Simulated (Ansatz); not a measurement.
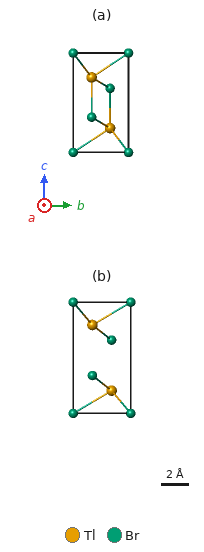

The structure of crystalline Tl2Br3 (built on the A-type sesquioxide_164 type) (coarse preliminary run) before (top) and after (bottom) a relaxation, at one scale.

The picture is a ball-and-stick view of the cell of the calculation, seen along the a axis.

Case: A-type sesquioxide type (P-3m1, No. 164).

Level of theory: DFT r2SCAN, scalar-relativistic, plane waves, PAW in Ansatz.

The input:
```yaml
crystal:
  lattice:
    - [4.7441384224, 0.0, 0.0]
    - [-2.3720692112, 4.1085443928, 0.0]
    - [0.0, 0.0, 7.3811087638]
  atoms:
    - { symbol: Tl, position: [0.3333333333, 0.6666666667, 0.245] }
    - { symbol: Tl, position: [0.6666666667, 0.3333333333, 0.755] }
    - { symbol: Br, position: [0.0, 0.0, 0.0] }
    - { symbol: Br, position: [0.3333333333, 0.6666666667, 0.645] }
    - { symbol: Br, position: [0.6666666667, 0.3333333333, 0.355] }
basis:
  ecutwfc: 500
kpoints:
  mp_grid: { grid: [6, 6, 4] }
hamiltonian:
  xc: r2scan
scf:
  occupations: { method: gaussian, width: 0.1 }
  lower_state_search: "off"
output:
  forces: true
  stress: true
  eigenvalues: true
relax:
  adjacent_minimum: "off"
  f_tol: 0.04
  max_steps: 70
  cell: { stress_tol: 0.4 }
```

Run as
```bash
ansatz run input.yaml --threads 1 --pin off --max-ram 2560MiB --backend cpu --events-out ev --progress --plain --runs-dir out
```

Question: Summarise the run.

Answer: Over 6 accepted moves (7 points after the start) the energy falls by 159 meV per atom. The largest force component goes from 1.2 to 0.017 eV/Å. Pressure: 7.72 GPa at the start and −0.20 GPa at the end. At 1 point the geometry stayed and the basis and grid were re-selected for the new cell (energy shift of 0.7 meV per atom at most each time). The largest moves relative to the cell, 0.33 Å, are those of Tl1 and Tl2. Tl1 goes along −c. By element the largest moves are Tl 0.33 Å, Br 0.12 Å. The drawn cell changes as follows: a = b 4.744 → 4.939 Å (+4.1 %), c 7.381 → 8.263 Å (+11.9 %); the volume changes by +21.3 %. Among the contacts that change: Tl1–Br4 2.952 → 3.753 Å, Tl1–Br5 2.857 → 3.064 Å, Tl1–Br3 3.282 → 3.317 Å. Bond angles that change, for instance: Tl1–Br5–Tl1 112.3° → 107.4°, Br5–Tl1–Br5 112.3° → 107.4°. The space group stays P-3m1 (No. 164). The run took 3.4 min on 1 thread of AMD EPYC 7R43 64-Core Processor (Zen 3) (shared host), peak memory 0.97 GiB.

Limits of the set-up: an odd number of electrons was run without spin polarisation, which fails if the electron would localise.
